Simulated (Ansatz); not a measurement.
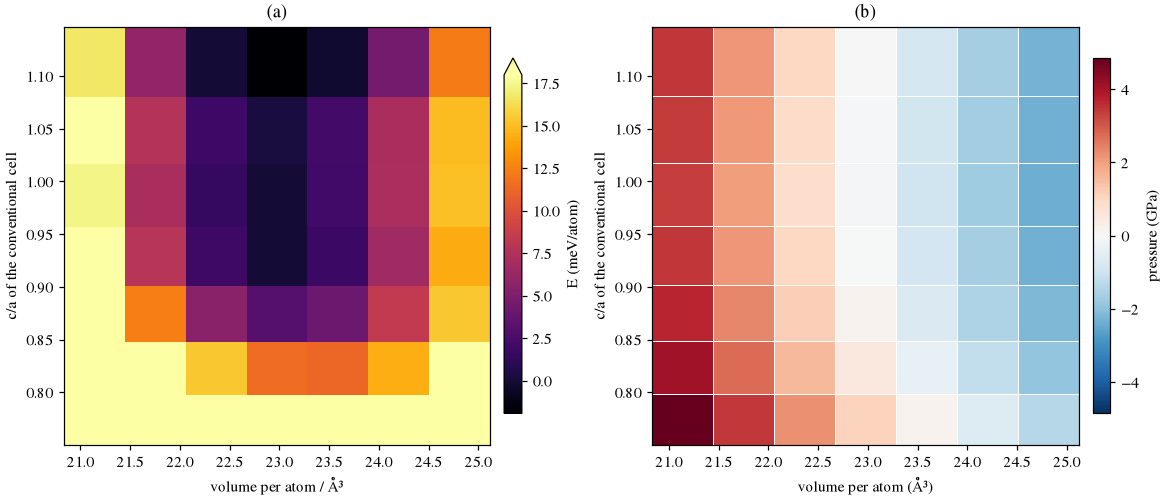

Mg (I4/mmm, No. 139; 1 atom in the cell). The energy is mapped over volume and the cell's shape. First axis: volume per atom. Second axis: c/a of the conventional cell. Nothing is relaxed (symmetry fixes all fractional coordinates). The scan uses a 7 × 7 grid. Points are written as (first, second). Energies: meV/atom, counted from the relaxed crystal. All numbers below come from DFT PBE, scalar-relativistic, plane waves, PAW in Ansatz 0.2.0. Settings: cutoff 520 eV, k-mesh 20×20×20, gaussian smearing 0.15 eV, no spin polarisation.

Panel (a) is the energy; panel (b) is the computed pressure, in GPa.

In the figure: one coloured cell a grid point, one colour for all values above the top of the scale.

**How does the pressure vary over the map, and what is it at the lowest grid point?**

It runs from −2.4 GPa at (24.82 Å³, 0.987) to 4.9 GPa at (21.14 Å³, 0.774). At the lowest grid point, (22.98 Å³, 1.114), it is 0.0 GPa. That point lies on the edge of the scan.
